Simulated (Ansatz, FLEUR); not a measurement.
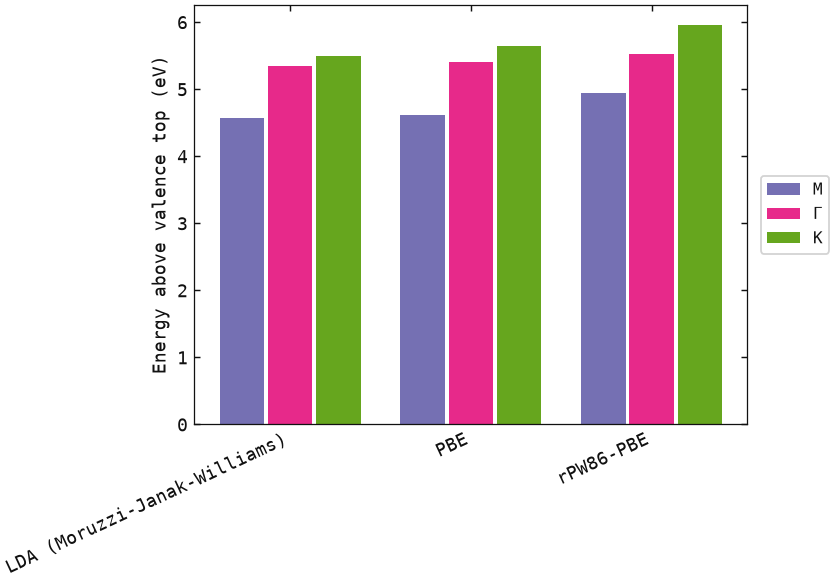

Lowest conduction level at each named k point, counted from the valence-band top at Γ, by several methods on one cell of C, space group P6_3/mmc (No. 194), 12 atoms in the cell, volume scaled by a factor 0.96; a = 2.488 Å, c = 12.189 Å (hexagonal axes). All runs are without spin-orbit coupling and carry no moments. The cell is at 21 GPa in PBE. The smallest gap lies off these points.

How do the methods rank at M?

From low to high: LDA (Moruzzi-Janak-Williams) 4.57, PBE 4.62, rPW86-PBE 4.94 eV. Too close to rank are LDA (Moruzzi-Janak-Williams) against PBE (different programs, potentials and cutoffs).

Do the methods agree on which of these conduction levels is lowest?

Yes: all put it at M.

| method | program | M (eV) | Γ (eV) | K (eV) |
| --- | --- | --- | --- | --- |
| LDA (Moruzzi-Janak-Williams) | FLEUR | 4.57 | 5.35 | 5.49 |
| PBE | Ansatz | 4.62 | 5.41 | 5.64 |
| rPW86-PBE | Ansatz | 4.94 | 5.52 | 5.96 |

Settings. LDA (Moruzzi-Janak-Williams): all-electron, 12×12×3 k mesh, Fermi-Dirac smearing of 0.05 eV (FLEUR MaX-R8.1 (later development tree)). PBE: Ansatz NC, 12×12×3 k mesh, 1116 eV cutoff, Fermi-Dirac smearing of 0.05 eV (Ansatz). rPW86-PBE: Ansatz PAW, 12×12×3 k mesh, 420 eV cutoff, Fermi-Dirac smearing of 0.05 eV (Ansatz 0.2.0).

These are three of the 12 methods that were run on this cell. The runs come from different programs, which adds differences of its own. LDA, GGA and most meta-GGA functionals understate gaps. This is a hexagonal form of diamond, not graphite. rPW86-PBE: the PAW data sets were made with another functional. Over all k points computed the smallest gap is 4.46 eV in LDA (Moruzzi-Janak-Williams), 4.50 eV in PBE and 4.75 eV in rPW86-PBE, from the valence top at Γ to the conduction bottom at a point off the named ones, and such a mesh can miss a smaller one.
